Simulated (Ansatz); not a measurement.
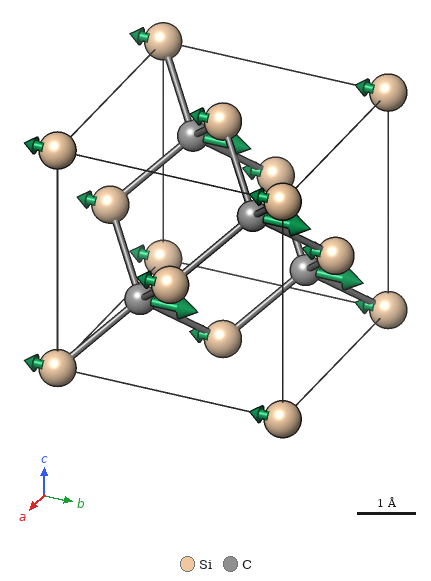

The lowest optical mode of solid SiC, space group F-43m (No. 216), at the zone centre. The green arrows give the relative displacements of the atoms. A ball-and-stick model of the conventional cell (4 times the calculation's cell), seen from a free direction. Lengths and directions refer to the drawn axes.

Level of theory: DFT PBEsol, scalar-relativistic, plane waves, PAW (Ansatz 0.2.0). Settings: plane-wave cutoff 420 eV; k-point mesh 10 × 10 × 10; occupations fixed; no spin polarisation.

Frequencies are those without the non-analytic (LO–TO) term.

**Is the structure stable against all modes at this point?**

Yes: this softest mode has a real frequency, and so have all others here. That speaks for this wave vector alone: the rest of the zone wasn't checked in this run. This is the T₂ mode (triply degenerate; one member of the set is drawn) at 787 cm⁻¹, the only optical level, infrared- and Raman-active by symmetry. The C sublattice moves against the Si sublattice, along b; the kinetic energy is shared as C 70 %, Si 30 %. Its infrared intensity is 61 (D/Å)²/amu for the set. The value is the transverse one; the longitudinal partner lies at 957 cm⁻¹.
